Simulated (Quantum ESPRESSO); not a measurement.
## Single-point calculation, with input and output: HfN

HfN (2 atoms in the cell), computed with Kohn-Sham DFT of a periodic cell, r2SCAN, SG15 PBE 1.2, no spin polarisation (Quantum ESPRESSO 7.5).

The structure derives from an entry of the Crystallography Open Database. The volume is scaled by 1.02.

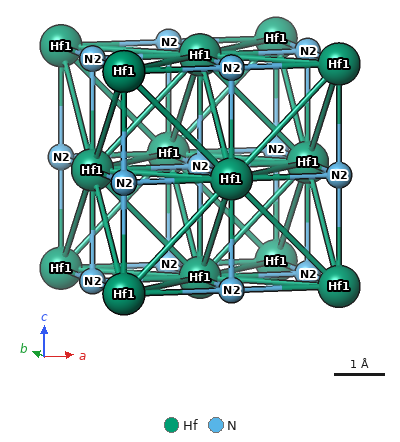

**Figure 1.** The structure as given in the input (ball-and-stick view of the cell 4 times as large as that of the calculation, set on its symmetry axes, seen slightly off an axis; atoms are numbered from 1 in the order of the input). An atom can appear more than once, as a periodic image.

**Summary**

- outcome: converged
- space group (tolerance 0.01 Å): Fm-3m (225)
- electrons treated: 31
- free energy: −6345.1413 eV
- Fermi energy: 27.256 eV
- gap on the k-point mesh: none (metallic)
- pressure: −12.32 GPa
- hardware: 2 threads of Intel Xeon (Granite Rapids), 192 GiB of memory available, shared host
- wall time: 3.7 min (CPU time 7.4 min)
- peak memory: 0.34 GiB

Further notes kept with the run: potentials made for another functional. Points of doubt noted for this run: potentials made for another functional. Spin–orbit coupling is left out, which matters for Hf. The cell holds an odd number of electrons but the run has no spin polarisation, so a band is left half filled. The cell is under a tension of 12.3 GPa at this level, so it is not at its equilibrium volume.

**The input**
```
&CONTROL
  calculation = 'scf'
  prefix = 'pwscf'
  outdir = './tmp'
  pseudo_dir = './pseudo'
  tstress = .true.
  disk_io = 'nowf'
/
&SYSTEM
  ibrav = 0
  nat = 2
  ntyp = 2
  ecutwfc = 88
  nbnd = 23
  input_dft = 'r2scan'
  occupations = 'smearing'
  smearing = 'fd'
  degauss = 0.00367493
  nosym = .true.
  nr1 = 40
  nr2 = 40
  nr3 = 40
/
&ELECTRONS
  conv_thr = 1d-08
  electron_maxstep = 120
  mixing_beta = 0.5
/
ATOMIC_SPECIES
Hf   178.4900 Hf_ONCV_PBE-1.2.upf
N     14.0070 N_ONCV_PBE-1.2.upf
CELL_PARAMETERS angstrom
   0.0000000000    2.2709408328    2.2709408328
   2.2709408328    0.0000000000    2.2709408328
   2.2709408328    2.2709408328    0.0000000000
ATOMIC_POSITIONS crystal
Hf     0.0000000000    0.0000000000    0.0000000000
N      0.5000000000    0.5000000000    0.5000000000
K_POINTS automatic
8 8 8 0 0 0
```

Command:
```bash
OMP_NUM_THREADS=1 mpirun -n 2 pw.x -nk 2 -in pw.in > pw.out
```

**Output**
```
This program is part of the open-source Quantum ESPRESSO suite
     for quantum simulation of materials; please cite
         "P. Giannozzi et al., J. Phys.:Condens. Matter 21 395502 (2009);
         "P. Giannozzi et al., J. Phys.:Condens. Matter 29 465901 (2017);
         "P. Giannozzi et al., J. Chem. Phys. 152 154105 (2020);
          URL
     in publications or presentations arising from this work. More details at

     IMPORTANT: XC functional enforced from input :
     Exchange-correlation= R2SCAN
                           (   0   0   0   0   0 497 498)
     Any further DFT definition will be discarded
     Please, verify this is what you really want

     K-points division:     npool     =       2
     Subspace diagonalization in iterative solution of the eigenvalue problem:
     a serial algorithm will be used

     G-vector sticks info
     --------------------
     sticks:   dense  smooth     PW     G-vecs:    dense   smooth      PW
     Sum         889     889    283                17573    17573    3119

     Using Slab Decomposition

     bravais-lattice index     =            0
     lattice parameter (alat)  =       6.0690  a.u.
     unit-cell volume          =     158.0680 (a.u.)^3
     number of atoms/cell      =            2
     number of atomic types    =            2
     number of electrons       =        31.00
     number of Kohn-Sham states=           23
     kinetic-energy cutoff     =      88.0000  Ry
     charge density cutoff     =     352.0000  Ry
     scf convergence threshold =      1.0E-08
     mixing beta               =       0.5000
     number of iterations used =            8  plain     mixing
     Exchange-correlation= R2SCAN
                           (   0   0   0   0   0 497 498)

     celldm(1)=   6.069036  celldm(2)=   0.000000  celldm(3)=   0.000000
     celldm(4)=   0.000000  celldm(5)=   0.000000  celldm(6)=   0.000000

     crystal axes: (cart. coord. in units of alat)
               a(1) = (   0.000000   0.707107   0.707107 )
               a(2) = (   0.707107   0.000000   0.707107 )
               a(3) = (   0.707107   0.707107   0.000000 )

     reciprocal axes: (cart. coord. in units 2 pi/alat)
               b(1) = ( -0.707107  0.707107  0.707107 )
               b(2) = (  0.707107 -0.707107  0.707107 )
               b(3) = (  0.707107  0.707107 -0.707107 )

     PseudoPot. # 1 for Hf read from file:
     Hf_ONCV_PBE-1.2.upf
     Pseudo is Norm-conserving, Zval = 26.0
     Generated using ONCVPSP code by D. R. Hamann
     Using radial grid of  602 points,  8 beta functions with:
                l(1) =   0
                l(2) =   0
                l(3) =   1
                l(4) =   1
                l(5) =   2
                l(6) =   2
                l(7) =   3
                l(8) =   3

     PseudoPot. # 2 for N  read from file:
     N_ONCV_PBE-1.2.upf
     Pseudo is Norm-conserving, Zval =  5.0
     Generated using ONCVPSP code by D. R. Hamann
     Using radial grid of  602 points,  4 beta functions with:
                l(1) =   0
                l(2) =   0
                l(3) =   1
                l(4) =   1

     atomic species   valence    mass     pseudopotential
     Hf               26.00   178.49000     Hf( 1.00)
     N                 5.00    14.00700     N ( 1.00)

     No symmetry found

   Cartesian axes

     site n.     atom                  positions (alat units)
         1        Hf     tau(   1) = (   0.0000000   0.0000000   0.0000000  )
         2        N      tau(   2) = (   0.7071068   0.7071068   0.7071068  )

     number of k points=   260  Fermi-Dirac smearing, width (Ry)=  0.0037

     Number of k-points >= 100: set verbosity='high' to print them.

     Dense  grid:    17573 G-vectors     FFT dimensions: (  40,  40,  40)

     WARNING: libxc functional with ID  497 depends
      on external parameters: check the user_guide of
      QE if you need to modify them or to check their
      default values.

     WARNING: libxc functional with ID  498 depends
      on external parameters: check the user_guide of
      QE if you need to modify them or to check their
      default values.

     Initial potential from superposition of free atoms

     starting charge      30.8759, renormalised to      31.0000
     Starting wfcs are random

     Self-consistent Calculation

     iteration #  1     ecut=    88.00 Ry     beta= 0.50
     Davidson diagonalization with overlap
     ethr =  1.00E-02,  avg # of iterations = 10.2

     total energy              =    -465.98086441 Ry
     estimated scf accuracy    <      63.43714060 Ry

     iteration #  2     ecut=    88.00 Ry     beta= 0.50
     Davidson diagonalization with overlap
     ethr =  1.00E-02,  avg # of iterations =  1.0

     total energy              =    -466.25001293 Ry
     estimated scf accuracy    <      20.23895457 Ry

     iteration #  3     ecut=    88.00 Ry     beta= 0.50
     Davidson diagonalization with overlap
     ethr =  1.00E-02,  avg # of iterations =  1.1

     total energy              =    -466.25643167 Ry
     estimated scf accuracy    <       2.09584964 Ry

     iteration #  4     ecut=    88.00 Ry     beta= 0.50
     Davidson diagonalization with overlap
     ethr =  6.76E-03,  avg # of iterations =  1.0

     total energy              =    -466.35821365 Ry
     estimated scf accuracy    <       0.01595446 Ry

     iteration #  5     ecut=    88.00 Ry     beta= 0.50
     Davidson diagonalization with overlap
     ethr =  5.15E-05,  avg # of iterations =  2.6

     total energy              =    -466.35929817 Ry
     estimated scf accuracy    <       0.00779400 Ry

     iteration #  6     ecut=    88.00 Ry     beta= 0.50
     Davidson diagonalization with overlap
     ethr =  2.51E-05,  avg # of iterations =  1.2

     total energy              =    -466.35923409 Ry
     estimated scf accuracy    <       0.00321329 Ry

     iteration #  7     ecut=    88.00 Ry     beta= 0.50
     Davidson diagonalization with overlap
     ethr =  1.04E-05,  avg # of iterations =  1.7

     total energy              =    -466.35927942 Ry
     estimated scf accuracy    <       0.00004732 Ry

     iteration #  8     ecut=    88.00 Ry     beta= 0.50
     Davidson diagonalization with overlap
     ethr =  1.53E-07,  avg # of iterations =  2.0

     total energy              =    -466.35928006 Ry
     estimated scf accuracy    <       0.00000979 Ry

     iteration #  9     ecut=    88.00 Ry     beta= 0.50
     Davidson diagonalization with overlap
     ethr =  3.16E-08,  avg # of iterations =  1.0

     total energy              =    -466.35928020 Ry
     estimated scf accuracy    <       0.00000035 Ry

     iteration # 10     ecut=    88.00 Ry     beta= 0.50
     Davidson diagonalization with overlap
     ethr =  1.12E-09,  avg # of iterations =  1.5

     total energy              =    -466.35928022 Ry
     estimated scf accuracy    <       0.00000009 Ry

     iteration # 11     ecut=    88.00 Ry     beta= 0.50
     Davidson diagonalization with overlap
     ethr =  2.77E-10,  avg # of iterations =  1.0

     total energy              =    -466.35928022 Ry
     estimated scf accuracy    <       0.00000002 Ry

     iteration # 12     ecut=    88.00 Ry     beta= 0.50
     Davidson diagonalization with overlap
     ethr =  7.66E-11,  avg # of iterations =  1.0

     End of self-consistent calculation

     Number of k-points >= 100: set verbosity='high' to print the bands.

     the Fermi energy is    27.2559 ev

!    total energy              =    -466.35928022 Ry
     estimated scf accuracy    <          2.7E-09 Ry
     smearing contrib. (-TS)   =      -0.00059082 Ry
     internal energy E=F+TS    =    -466.35868940 Ry

     The total energy is F=E-TS. E is the sum of the following terms:
     one-electron contribution =    -111.35457855 Ry
     hartree contribution      =      95.05660919 Ry
     xc contribution           =     -42.58611406 Ry
     ewald contribution        =    -407.47460598 Ry

     convergence has been achieved in  12 iterations

     Computing stress (Cartesian axis) and pressure

          total   stress  (Ry/bohr**3)                   (kbar)     P=     -123.24
  -0.00083779  -0.00000001  -0.00000000         -123.24       -0.00       -0.00
  -0.00000001  -0.00083779   0.00000000           -0.00     -123.24        0.00
  -0.00000000   0.00000000  -0.00083779           -0.00        0.00     -123.24

=------------------------------------------------------------------------------=
   JOB DONE.
=------------------------------------------------------------------------------=
```

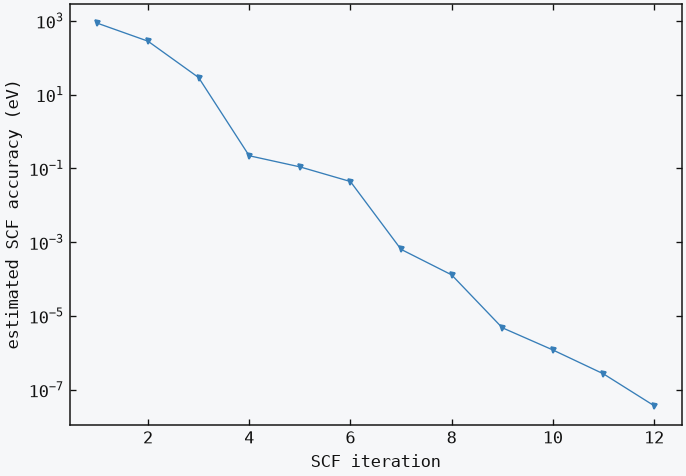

**Figure 2.** Convergence of the self-consistent field: estimated SCF accuracy against the iteration. The field takes 12 iterations in all.
